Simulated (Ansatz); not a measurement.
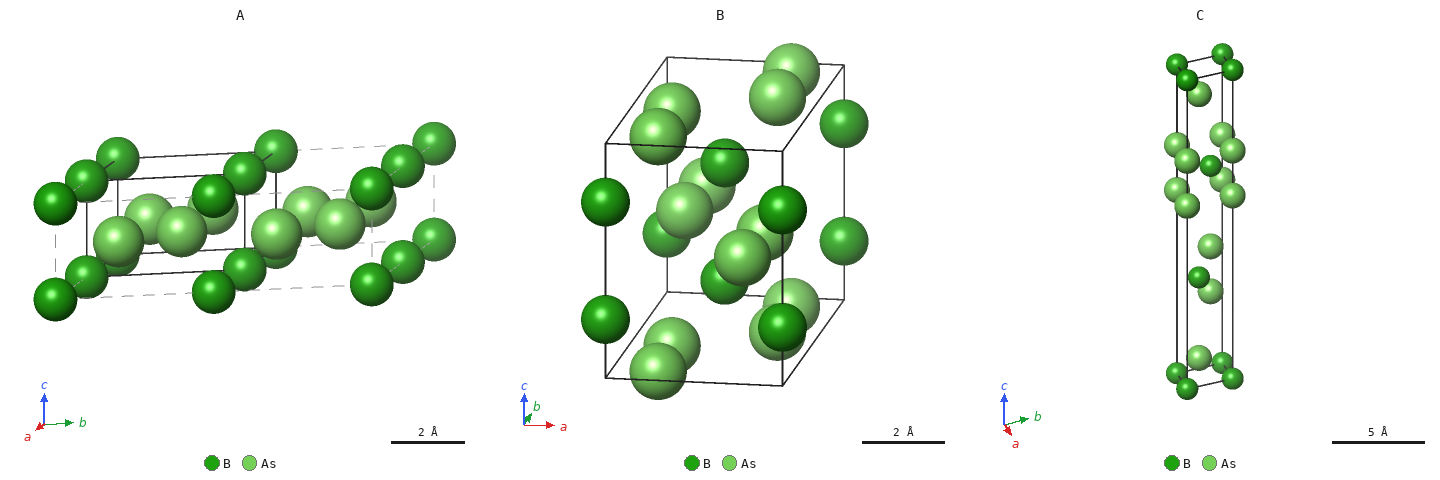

Three structures of BAs$_{2}$, each relaxed to rest (conventional cells in solid outline, small ones repeated, each panel with its own scale). Method: DFT PBE, scalar-relativistic, plane waves, PAW (Ansatz), without spin polarisation.

> Give the type and space group of each panel.

A: AlB₂ type, P6/mmm; B: 12 atoms a cell on a base-centred orthorhombic lattice, Cccm; C: 9 atoms a cell on a rhombohedral (trigonal R) lattice, R3m.

> Which of these is lowest in energy, and how far above it do the others lie?

B, then C (+272 meV/atom) and A (+1081 meV/atom), energies at zero smearing.

> Collect the results in a table.

| panel | structure | E − E(lowest) (meV/atom) | volume (Å³/atom) | gap (eV) |
| --- | --- | --- | --- | --- |
| B | Cccm | 0 | 19.1 | metal |
| C | R3m | 272 | 17.5 | metal |
| A | P6/mmm | 1081 | 16.3 | metal |

Some of these may be structure types tried for this composition rather than known phases, and the most stable form need not be among them. Gaps are taken on the k-mesh or band path of each run.
